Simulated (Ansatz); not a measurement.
# Single-point calculation, with input and output: Sr$_{27}$Ti$_{27}$O$_{80}$ (charge +2) (part 1 of 2)

System: Sr$_{27}$Ti$_{27}$O$_{80}$ (defect cell, 134 atoms in the cell, total charge +2).
Method: DFT, HSE06, PAW, plane waves (Ansatz 0.2.0).

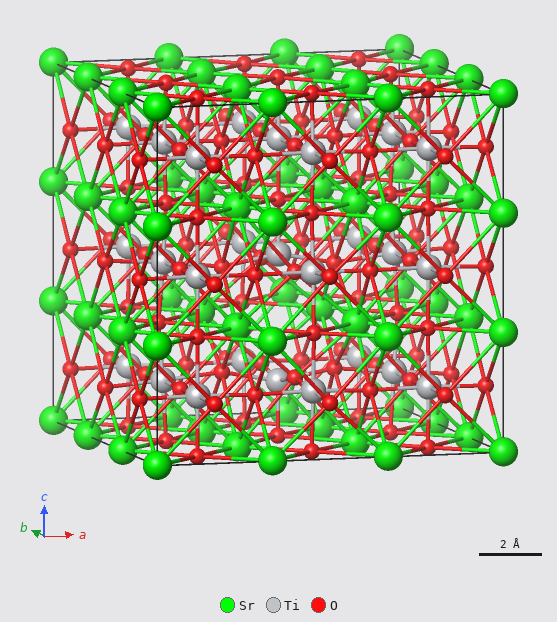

Figure 1. The structure (ball-and-stick view of the cell of the calculation, seen slightly off an axis).

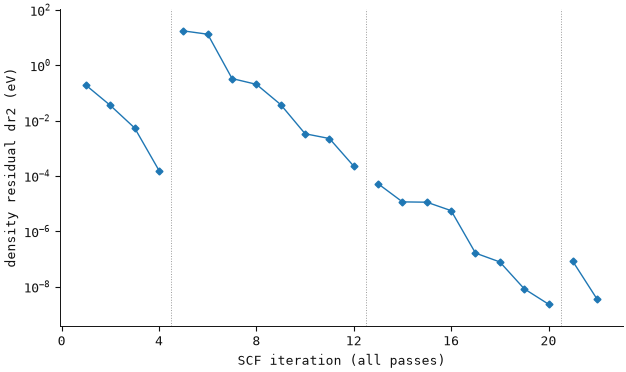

Figure 2. Convergence of the self-consistent field: density residual dr2 against the SCF iteration. The run starts with a semilocal functional; after that each stretch between dotted lines is one SCF of the hybrid functional between two exact rebuilds of the exchange operator by the outer loop. Early passes are stopped at a loose threshold. The passes take 4, 8, 8 and 2 iterations.

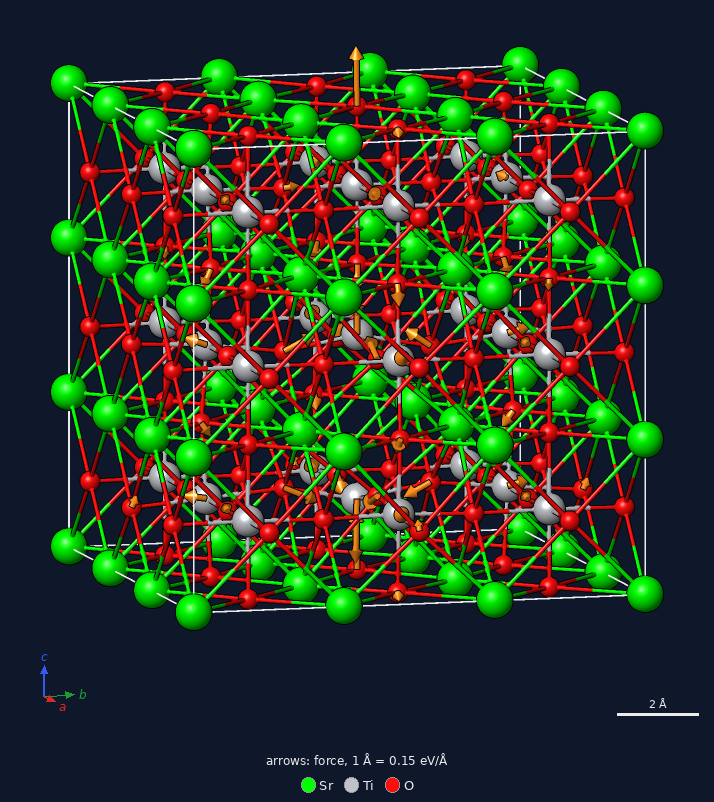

Figure 3. Forces on the atoms as orange arrows (ball-and-stick view of the cell of the calculation, seen slightly off an axis); the smallest are left out. The largest act on Ti40, Ti41 (0.25 eV/Å); O67 (0.23 eV/Å); O68 (0.21 eV/Å); O120 (0.16 eV/Å), among others. Atoms are counted from 1 in the order of the input and aren't labelled in the picture. 

The input and output of the run follow.

The input:
```yaml
crystal:
  lattice:
    - [11.674231, 0.000000, 0.000000]
    - [0.000000, 11.674231, 0.000000]
    - [0.000000, 0.000000, 11.674231]
  atoms:
    - { symbol: Sr, position: [0.000756, 0.999624, 0.001489] }
    - { symbol: Sr, position: [0.000727, 0.999617, 0.334753] }
    - { symbol: Sr, position: [0.000763, 0.999626, 0.667678] }
    - { symbol: Sr, position: [0.000888, 0.332444, 0.001657] }
    - { symbol: Sr, position: [0.000601, 0.332071, 0.335029] }
    - { symbol: Sr, position: [0.001063, 0.332687, 0.667809] }
    - { symbol: Sr, position: [0.000873, 0.666606, 0.001600] }
    - { symbol: Sr, position: [0.000572, 0.667152, 0.335029] }
    - { symbol: Sr, position: [0.001037, 0.666303, 0.667844] }
    - { symbol: Sr, position: [0.333790, 0.999352, 0.001596] }
    - { symbol: Sr, position: [0.333173, 0.999653, 0.335074] }
    - { symbol: Sr, position: [0.334048, 0.999397, 0.667867] }
    - { symbol: Sr, position: [0.329798, 0.328391, 0.999515] }
    - { symbol: Sr, position: [0.328066, 0.326662, 0.333921] }
    - { symbol: Sr, position: [0.329975, 0.328662, 0.669487] }
    - { symbol: Sr, position: [0.329767, 0.670529, 0.999529] }
    - { symbol: Sr, position: [0.327405, 0.672809, 0.334016] }
    - { symbol: Sr, position: [0.329882, 0.670419, 0.669668] }
    - { symbol: Sr, position: [0.667936, 0.999337, 0.001687] }
    - { symbol: Sr, position: [0.668261, 0.999643, 0.335086] }
    - { symbol: Sr, position: [0.667667, 0.999395, 0.667861] }
    - { symbol: Sr, position: [0.671752, 0.328551, 0.999541] }
    - { symbol: Sr, position: [0.673009, 0.327252, 0.334041] }
    - { symbol: Sr, position: [0.671719, 0.328639, 0.669472] }
    - { symbol: Sr, position: [0.671799, 0.670385, 0.999667] }
    - { symbol: Sr, position: [0.673581, 0.672196, 0.334174] }
    - { symbol: Sr, position: [0.671802, 0.670454, 0.669647] }
    - { symbol: Ti, position: [0.167196, 0.165561, 0.168086] }
    - { symbol: Ti, position: [0.167287, 0.165609, 0.501915] }
    - { symbol: Ti, position: [0.166948, 0.165153, 0.834963] }
    - { symbol: Ti, position: [0.166666, 0.499453, 0.169979] }
    - { symbol: Ti, position: [0.167815, 0.499405, 0.500844] }
    - { symbol: Ti, position: [0.169541, 0.499382, 0.835555] }
    - { symbol: Ti, position: [0.167091, 0.833322, 0.167994] }
    - { symbol: Ti, position: [0.167175, 0.833243, 0.501930] }
    - { symbol: Ti, position: [0.166869, 0.833592, 0.834926] }
    - { symbol: Ti, position: [0.501008, 0.164989, 0.169803] }
    - { symbol: Ti, position: [0.501025, 0.165898, 0.501148] }
    - { symbol: Ti, position: [0.501092, 0.166657, 0.835552] }
    - { symbol: Ti, position: [0.500289, 0.499533, 0.155660] }
    - { symbol: Ti, position: [0.500807, 0.499818, 0.510306] }
    - { symbol: Ti, position: [0.501444, 0.498958, 0.833144] }
    - { symbol: Ti, position: [0.500963, 0.833069, 0.170179] }
    - { symbol: Ti, position: [0.500983, 0.832863, 0.501073] }
    - { symbol: Ti, position: [0.501054, 0.830897, 0.835730] }
    - { symbol: Ti, position: [0.834792, 0.165629, 0.168136] }
    - { symbol: Ti, position: [0.834793, 0.165686, 0.501920] }
    - { symbol: Ti, position: [0.835329, 0.165175, 0.834989] }
    - { symbol: Ti, position: [0.834733, 0.499429, 0.169846] }
    - { symbol: Ti, position: [0.834777, 0.499406, 0.501219] }
    - { symbol: Ti, position: [0.833801, 0.499376, 0.835578] }
    - { symbol: Ti, position: [0.834836, 0.833237, 0.168187] }
    - { symbol: Ti, position: [0.834831, 0.833198, 0.502019] }
    - { symbol: Ti, position: [0.835307, 0.833559, 0.835054] }
    - { symbol: O, position: [0.166370, 0.167124, 0.999102] }
    - { symbol: O, position: [0.166647, 0.167101, 0.332452] }
    - { symbol: O, position: [0.166156, 0.167106, 0.666047] }
    - { symbol: O, position: [0.176060, 0.500406, 0.999839] }
    - { symbol: O, position: [0.154069, 0.500452, 0.332618] }
    - { symbol: O, position: [0.175663, 0.500350, 0.664884] }
    - { symbol: O, position: [0.166494, 0.833652, 0.999094] }
    - { symbol: O, position: [0.166512, 0.833535, 0.332482] }
    - { symbol: O, position: [0.166338, 0.833704, 0.666078] }
    - { symbol: O, position: [0.499731, 0.176312, 0.999519] }
    - { symbol: O, position: [0.499649, 0.154863, 0.332527] }
    - { symbol: O, position: [0.499692, 0.176557, 0.665107] }
    - { symbol: O, position: [0.499021, 0.500171, 0.002901] }
    - { symbol: O, position: [0.500393, 0.500658, 0.662777] }
    - { symbol: O, position: [0.499726, 0.824707, 0.999803] }
    - { symbol: O, position: [0.499647, 0.846091, 0.332457] }
    - { symbol: O, position: [0.499664, 0.823876, 0.664850] }
    - { symbol: O, position: [0.833056, 0.167014, 0.999088] }
    - { symbol: O, position: [0.832848, 0.167211, 0.332429] }
    - { symbol: O, position: [0.833180, 0.166845, 0.665991] }
    - { symbol: O, position: [0.824277, 0.500407, 0.999585] }
    - { symbol: O, position: [0.845244, 0.500382, 0.332437] }
    - { symbol: O, position: [0.823206, 0.500323, 0.665199] }
    - { symbol: O, position: [0.832909, 0.833667, 0.999063] }
    - { symbol: O, position: [0.832992, 0.833413, 0.332445] }
    - { symbol: O, position: [0.832997, 0.833881, 0.666005] }
    - { symbol: O, position: [0.999902, 0.167439, 0.165658] }
    - { symbol: O, position: [0.999804, 0.167300, 0.498863] }
    - { symbol: O, position: [0.999804, 0.167056, 0.832443] }
    - { symbol: O, position: [0.000066, 0.500286, 0.156260] }
    - { symbol: O, position: [0.999593, 0.500201, 0.508788] }
    - { symbol: O, position: [0.999779, 0.500389, 0.832378] }
    - { symbol: O, position: [0.999904, 0.833574, 0.165494] }
    - { symbol: O, position: [0.999802, 0.833563, 0.499027] }
    - { symbol: O, position: [0.999813, 0.833968, 0.832407] }
    - { symbol: O, position: [0.333514, 0.167699, 0.164926] }
    - { symbol: O, position: [0.333331, 0.167520, 0.499685] }
    - { symbol: O, position: [0.333174, 0.167325, 0.832285] }
    - { symbol: O, position: [0.337624, 0.500702, 0.186024] }
    - { symbol: O, position: [0.337293, 0.500478, 0.480282] }
    - { symbol: O, position: [0.335583, 0.500720, 0.831849] }
    - { symbol: O, position: [0.333507, 0.833140, 0.165064] }
    - { symbol: O, position: [0.333328, 0.833068, 0.499539] }
    - { symbol: O, position: [0.333250, 0.833606, 0.832311] }
    - { symbol: O, position: [0.666139, 0.167863, 0.164989] }
    - { symbol: O, position: [0.666104, 0.167609, 0.499581] }
    - { symbol: O, position: [0.666261, 0.167590, 0.832288] }
    - { symbol: O, position: [0.662138, 0.500714, 0.184579] }
    - { symbol: O, position: [0.661845, 0.500449, 0.479635] }
    - { symbol: O, position: [0.663781, 0.500683, 0.833153] }
    - { symbol: O, position: [0.666146, 0.832947, 0.165172] }
    - { symbol: O, position: [0.666111, 0.832979, 0.499381] }
    - { symbol: O, position: [0.666185, 0.833364, 0.832271] }
    - { symbol: O, position: [0.166750, 0.000339, 0.165594] }
    - { symbol: O, position: [0.166637, 0.000309, 0.499103] }
    - { symbol: O, position: [0.166138, 0.000346, 0.832433] }
    - { symbol: O, position: [0.167470, 0.334102, 0.165207] }
    - { symbol: O, position: [0.167066, 0.333963, 0.499426] }
    - { symbol: O, position: [0.166773, 0.333940, 0.832442] }
    - { symbol: O, position: [0.167261, 0.666711, 0.165104] }
    - { symbol: O, position: [0.166852, 0.666736, 0.499607] }
    - { symbol: O, position: [0.166609, 0.666886, 0.832402] }
    - { symbol: O, position: [0.499989, 0.000466, 0.156253] }
    - { symbol: O, position: [0.499799, 0.000257, 0.508826] }
    - { symbol: O, position: [0.499792, 0.000422, 0.832243] }
    - { symbol: O, position: [0.499820, 0.338298, 0.185356] }
    - { symbol: O, position: [0.499500, 0.338157, 0.480275] }
    - { symbol: O, position: [0.499388, 0.336396, 0.832345] }
    - { symbol: O, position: [0.499797, 0.662842, 0.185171] }
    - { symbol: O, position: [0.499495, 0.662625, 0.479392] }
    - { symbol: O, position: [0.499413, 0.664589, 0.832828] }
    - { symbol: O, position: [0.832924, 0.000319, 0.165673] }
    - { symbol: O, position: [0.832761, 0.000289, 0.498880] }
    - { symbol: O, position: [0.833062, 0.000325, 0.832468] }
    - { symbol: O, position: [0.832508, 0.334078, 0.164988] }
    - { symbol: O, position: [0.832376, 0.333918, 0.499657] }
    - { symbol: O, position: [0.832632, 0.333857, 0.832347] }
    - { symbol: O, position: [0.832744, 0.666707, 0.164994] }
    - { symbol: O, position: [0.832604, 0.666736, 0.499716] }
    - { symbol: O, position: [0.832768, 0.666935, 0.832266] }
  symmetry: { detect: false }
kpoints:
  mp_grid: { grid: [1, 1, 1], shift: [0.25, 0.25, 0.25] }
hamiltonian:
  xc: hse06
total_charge: 2
scf:
  occupations: { method: fermi_dirac, width: 0.01 }
output:
  forces: true
  eigenvalues: true
  populations: true
  charged_corrections: { epsilon: 300 }
  eigenstates: { kpoints: [[0.25, 0.25, 0.25]], e_range: [-6.0, 6.0], localisation: true }
```

Command:
```bash
ansatz run in.yaml --threads 32 --pin off --max-ram 171000MiB --runs-dir r --events-out ev --progress --plain --backend cuda --devices 0,
```

Output:
```
Pseudopotentials: kind: paw
Functional definition: HSE06
  parameter a = 0.25
  parameter omega = 0.11/bohr
  exchange = pbe_x - a*pbe_x_sr(omega) + a*exact_x_sr(omega)
  correlation = pbe_c
Crystal: 134 atoms, lattice volume = 1591.054 Å³
Basis set: ecut = 420 eV, 31103 PW (Γ), exchange–correlation on 160×160×160 points (8 copies of the dense FFT grid, shifted against one another)
Bands: 670, of which v1, the nominal top of the filled ones, is band 536 counted from 1 (535 counted from 0)
Symmetry: 1 space group operations
k-points: 1
Non-local potential: Sr, projectors of the file, l = 0: 3, l = 1: 2, l = 2: 2
Non-local potential: Ti, projectors of the file, l = 0: 3, l = 1: 2, l = 2: 3, l = 3: 1
Non-local potential: O, projectors of the file, l = 0: 2, l = 1: 2, l = 2: 1
PAW form: soft (Blöchl's): semilocal exchange-correlation on the pseudo side does not see the compensation charge
PAW frozen core: Sr, regenerated for the run's functional, and the local potential with it (the file was generated under x = pbe(κ = 0.804, μ = 0.2195149727645171), c = pbe(β = 0.06672455060314922))
PAW frozen core: Ti, regenerated for the run's functional, and the local potential with it (the file was generated under x = pbe(κ = 0.804, μ = 0.2195149727645171), c = pbe(β = 0.06672455060314922))
PAW frozen core: O, regenerated for the run's functional, and the local potential with it (the file was generated under x = pbe(κ = 0.804, μ = 0.2195149727645171), c = pbe(β = 0.06672455060314922))
PAW one-centre angular grid: Sr, 110 points (default); XC on 64 Gauss nodes
PAW one-centre angular grid: Ti, 590 points (default); XC on 64 Gauss nodes
PAW one-centre angular grid: O, 110 points (default); XC on 96 Gauss nodes
Initial density: superposition of atomic densities (neutral atoms scaled as one to the charged cell's electrons: chi_scale 0, normalization atom), corrected by the library's trained network
Initial wavefunctions: pseudopotential atomic-orbital guess
Functional: x = pbe(κ = 0.804, μ = 0.2195149727645171), c = pbe(β = 0.06672455060314922), warm-up for x = pbe(κ = 0.804, μ = 0.2195149727645171) + 0.25 (exact − pbe) at short range (hse, ω = 0.20786987370883472 Å⁻¹), c = pbe(β = 0.06672455060314922); HSE06 as pw.x's `hse` composes it (authors' and Libxc's form: `xc: wpbeh`)
SCF iter   1: F=—  HF=-208825.219374 eV  |F-HF|=—  |Δ(HF+E_count)|=         —  Δρ=3.99e-3  dr2=1.92e-1  ethr=1.77e-3  ⟨swp⟩=14.0  Hψ=3027  notcnv=0
preconditioner: auto → none  [insulator: Δε(μ)=2.264 eV  Ē_g=12.148 eV  σ=0.010 eV  W_gap=1.00  n_scr=460 (ndim 8)  ℏωp=26.4 eV  f_vac=0.001  D(μ)=0.00/eV (n_scr^D=0)]
SCF iter   2: F=—  HF=-208825.234651 eV  |F-HF|=—  |Δ(HF+E_count)|=   1.53e-2  Δρ=1.72e-3  dr2=3.58e-2  ethr=1.79e-5  ⟨swp⟩=10.0  Hψ=2503  notcnv=0  defer=7
SCF iter   3: F=—  HF=-208825.234125 eV  |F-HF|=—  |Δ(HF+E_count)|=   5.27e-4  Δρ=6.91e-4  dr2=5.46e-3  ethr=3.34e-6  ⟨swp⟩=8.0  Hψ=1652  notcnv=0  defer=7
iter 4 solved again at ethr=1.18e-8 eV; its pass at ethr=5.09e-7 eV (dr2=1.27e-4 eV) is discarded
SCF iter   4: F=-208825.235473 eV  HF=-208825.235546 eV  |F-HF|=7.31e-5  |Δ(HF+E_count)|=   1.42e-3  Δρ=1.02e-4  dr2=1.59e-4  ethr=1.18e-8  ⟨swp⟩=6.0  Hψ=3266  notcnv=0  defer=7
eigensolver tolerance schedule calibrated: the retry pair's looser diagonalisation under-reported the residual by θ = 0.20 (0.12/decade); ethr = c·dr2/N_el runs at the constant in force after the calibration composes with the one it found (an armed cap, an earlier calibration), c = 6.7e-2
SCF 1 stopped early in 4 iterations: F = -208825.235473 eV  dr2 = 1.59e-4
  greatest PAW one-centre occupation: 0.999 electrons in one spin orbital (limit 2), on the Ti atom at site 35 (counted from 0), in its partial waves of l = 0
Initial density: handed on by an earlier stage of this run
Initial wavefunctions: those handed on with the density
Functional: x = pbe(κ = 0.804, μ = 0.2195149727645171) + 0.25 (exact − pbe) at short range (hse, ω = 0.20786987370883472 Å⁻¹), c = pbe(β = 0.06672455060314922); HSE06 as pw.x's `hse` composes it (authors' and Libxc's form: `xc: wpbeh`)
Exchange kernel: α = 0.2500, screened, ω = 0.2079 Å⁻¹, Wigner–Seitz truncation, v(0) = 970.2098 eV·Å³, q-mesh 1×1×1, nearest image of the exchange supercell L = 11.67 Å, pair-density grid 60×60×60, without the augmentation charges, whose exchange is taken in its separable form (sized by the pseudopotential files, 80×80×80 at the most)
Frozen-core exchange: fock
SCF iter   1: F=—  HF=-208876.294421 eV  |F-HF|=—  |Δ(HF+E_count)|=         —  Δρ=2.74e-2  dr2=1.77e1  ethr=1.48e-7  ⟨swp⟩=19.0  Hψ=4221  notcnv=0
preconditioner: auto → none  [insulator: Δε(μ)=4.596 eV  Ē_g=15.052 eV  σ=0.010 eV  W_gap=1.00  n_scr=460 (ndim 8)  ℏωp=26.4 eV  f_vac=0.002  D(μ)=0.00/eV (n_scr^D=0)]
SCF iter   2: F=—  HF=-208874.361206 eV  |F-HF|=—  |Δ(HF+E_count)|=    1.93e0  Δρ=2.82e-2  dr2=1.34e1  ethr=1.48e-7  ⟨swp⟩=14.0  Hψ=4286  notcnv=0
SCF iter   3: F=—  HF=-208871.628358 eV  |F-HF|=—  |Δ(HF+E_count)|=    2.73e0  Δρ=4.01e-3  dr2=3.35e-1  ethr=1.48e-7  ⟨swp⟩=12.0  Hψ=3662  notcnv=0  defer=1
SCF iter   4: F=—  HF=-208872.321708 eV  |F-HF|=—  |Δ(HF+E_count)|=   6.93e-1  Δρ=3.03e-3  dr2=2.07e-1  ethr=1.48e-7  ⟨swp⟩=6.0  Hψ=3045  notcnv=0
SCF iter   5: F=—  HF=-208872.275718 eV  |F-HF|=—  |Δ(HF+E_count)|=   4.60e-2  Δρ=1.18e-3  dr2=3.82e-2  ethr=1.48e-7  ⟨swp⟩=6.0  Hψ=2964  notcnv=0
SCF iter   6: F=—  HF=-208872.269952 eV  |F-HF|=—  |Δ(HF+E_count)|=   5.77e-3  Δρ=5.52e-4  dr2=3.39e-3  ethr=1.48e-7  ⟨swp⟩=6.0  Hψ=2386  notcnv=0
SCF iter   7: F=—  HF=-208872.278567 eV  |F-HF|=—  |Δ(HF+E_count)|=   8.61e-3  Δρ=3.89e-4  dr2=2.28e-3  ethr=1.48e-7  ⟨swp⟩=7.0  Hψ=2044  notcnv=0
SCF iter   8: F=-208872.277886 eV  HF=-208872.278049 eV  |F-HF|=1.63e-4  |Δ(HF+E_count)|=   5.18e-4  Δρ=1.11e-4  dr2=2.28e-4  ethr=1.40e-7  ⟨swp⟩=5.0  Hψ=1466  notcnv=0
SCF 2 stopped early in 8 iterations: F = -208872.277886 eV  dr2 = 2.28e-4
  Residual-converged pass: ⟨swp⟩=5.0  Hψ=2258  notcnv=0  max |occ|·‖R‖ = 5.2e-6 eV (tolerance 6.7e-6 eV)  dr2=2.29e-4  dr2_onsite=1.55e-5  max |Δocc| = 0.0e0
  greatest PAW one-centre occupation: 1.000 electrons in one spin orbital (limit 2), on the Ti atom at site 35 (counted from 0), in its partial waves of l = 0
hybrid outer 1: dexx = +7.799e-1 eV, tail = 1.45e-3 eV
```
